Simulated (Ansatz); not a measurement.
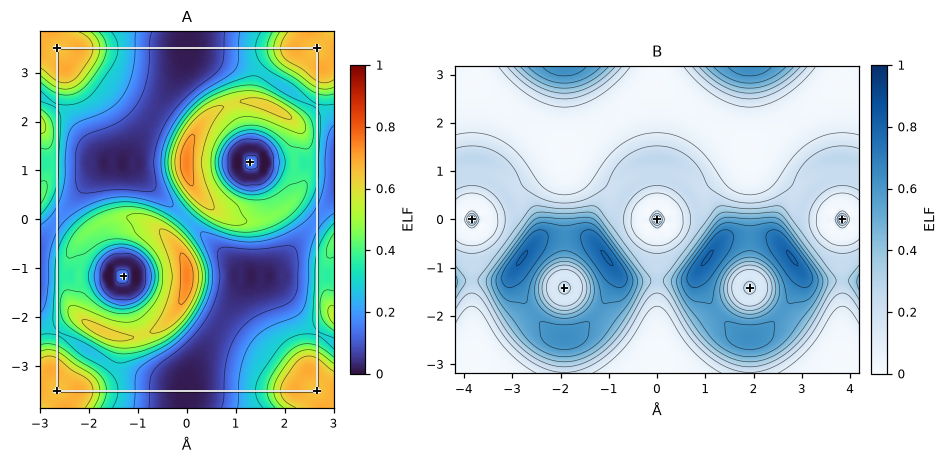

The electron localisation function of 2 systems, each on a plane through atoms (crosses mark nuclei in the plane).

Level of theory: Ansatz 0.2.0, DFT, HSE06, plane waves, PAW.

System 1: GaAs, the (100) plane of the conventional cell. Space group I-4m2; started from the measured structure prototype, which need not be the ambient phase; changed on purpose from its base cell (biaxial xy strain -4.2%); computed pressure about 8 GPa in this cell.

```
Ga As
1.0
     2.71353    2.71353    0.00000
    -2.71353    2.71353    0.00000
     0.00000    0.00000    5.66617
Ga As
2 2
Direct
  0.00000 0.00000 0.00000
  0.50000 0.50000 0.50000
  0.50000 0.00000 0.25000
  0.00000 0.50000 0.75000
```

System 2: Te₂Pt, the (110) plane of the conventional cell. Space group P-3m1; started from the 1T (CdI2) bulk prototype, which need not be the ambient phase.

```
CELL_PARAMETERS angstrom
4.03818 0.00000 0.00000
-2.01909 3.49716 0.00000
0.00000 0.00000 5.31096
ATOMIC_POSITIONS crystal
Pt 0.00000 0.00000 0.00000
Te 0.33333 0.66667 0.25685
Te 0.66667 0.33333 0.74315
```

Question: Which map belongs to which system?

Answer: Panel A is system 2, Te₂Pt: the plane holds Pt and Te. Te–Pt (2.70 Å): the ELF is about 0.55 at the midpoint. Panel B is system 1, GaAs: the plane holds Ga and As. Ga–As (2.38 Å): the ELF peaks at about 0.80 between the atoms: a shared electron pair.
